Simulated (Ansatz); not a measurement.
## Electronic structure of GaAs4 in real space

The calculation's input:

```
crystal:
  lattice:
    - [5.5862005946, 0.0, 0.0]
    - [-2.7931002973, 4.8377916255, 0.0]
    - [0.0, 0.0, 5.3065303882]
  atoms:
    - { symbol: Ga, position: [0.0, 0.0, 0.0] }
    - { symbol: As, position: [0.5, 0.0, 0.5] }
    - { symbol: As, position: [0.0, 0.5, 0.5] }
    - { symbol: As, position: [0.5, 0.5, 0.5] }
    - { symbol: As, position: [0.0, 0.0, 0.5] }
basis:
  ecutwfc: 420
kpoints:
  mp_grid: { grid: [12, 12, 8] }
hamiltonian:
  xc: pbe
scf:
  occupations: { method: gaussian, width: 0.1 }
output:
  forces: true
  stress: true
  eigenvalues: true
  write_density: true
  write_potential: true
  elf: true
  volumetric_format: npy
relax:
  adjacent_minimum: "off"
  f_tol: 0.01
  max_steps: 80
  cell: { stress_tol: 0.05 }
```

Launched as:

```sh
ansatz run input.yaml --threads 1 --pin off --max-ram 2560MiB --backend cpu --events-out ev --progress --plain --runs-dir out
```

Below, planes, directions and counts refer to the conventional cell (a = 5.61 Å, b = 5.61 Å, c = 5.16 Å, α = 90.00°, β = 90.00°, γ = 120.00°).

The fields are those of the run's last geometry, not of the input's.

Space group P6/mmm; a structure generated by program, which may or may not match a known phase; computed without spin polarisation.

Computed with DFT PBE, scalar-relativistic, plane waves, PAW (Ansatz 0.2.0).

In a PAW calculation such maps are meaningful between the atoms, not at the nuclei.

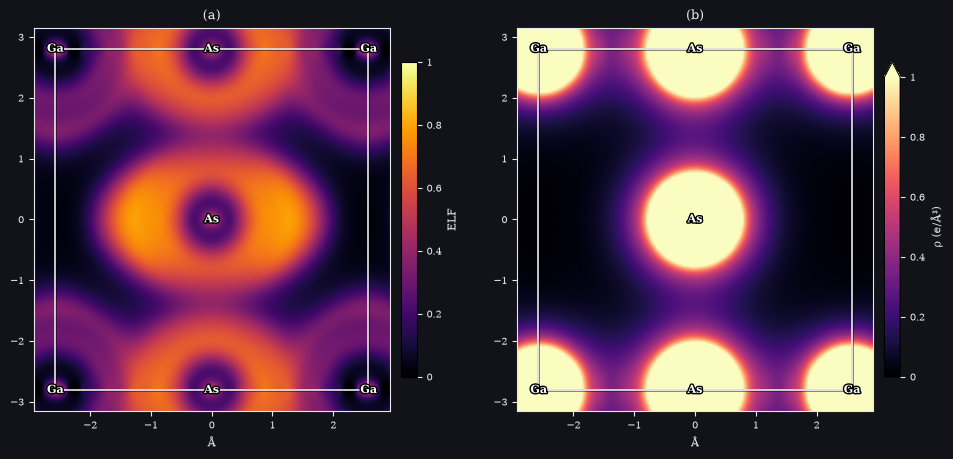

Figure 1. (a) electron localisation function; (b) valence pseudo-density on the (11̄0) plane of the conventional cell.

**Read the bonding off the picture.**

- Atoms in the plane: Ga and As.
- Ga–As (2.58 Å): the density is about 0.37 e/Å³ at the midpoint; the ELF is about 0.60 at the midpoint.
- Between the atoms the lowest density in this plane is 0.01 e/Å³.
- The features right at Ga lie inside the PAW spheres, where the map follows smoothed inner orbitals and isn't to be read closely.

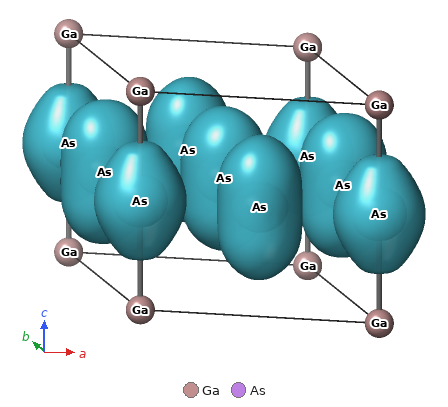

Figure 2. Isosurface of the ELF at 0.55 (cyan), seen slightly off an axis. Only the valence region is drawn (cores and ρ < 0.01 e/Å³ removed). Sticks mark near contacts.

**Identify the bonds, lone pairs and shells in this picture.**

At this value the surface marks out one region on As in which the atom's valence shell and bonds are merged and three regions wrapped around As (the valence shell of each), counted in one cell of 5 atoms. Any copies at cell faces, edges or corners count once.

**Does the calculation give a band gap?**

It is gapless in this calculation (a metal or semimetal).
